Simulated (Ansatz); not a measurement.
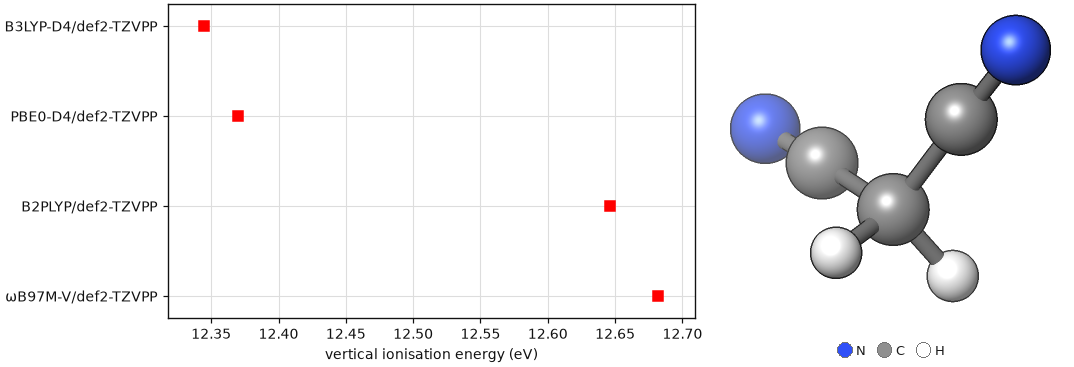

Vertical ionisation energy of C₃H₂N₂, SMILES N#CCC#N, taken as the energy of the cation less that of the neutral at fixed geometry (unrestricted doublet cation, cores frozen in correlated methods, no spin-orbit coupling), the Ansatz code, at a PBE0-D4/def2-TZVP geometry (a minimum by its frequencies).

What range do the values span?

From 12.34 eV (B3LYP-D4/def2-TZVPP) to 12.68 eV (ωB97M-V/def2-TZVPP).

Give the values.

```csv
level,eV
B3LYP-D4/def2-TZVPP,12.34
PBE0-D4/def2-TZVPP,12.37
B2PLYP/def2-TZVPP,12.65
ωB97M-V/def2-TZVPP,12.68
```
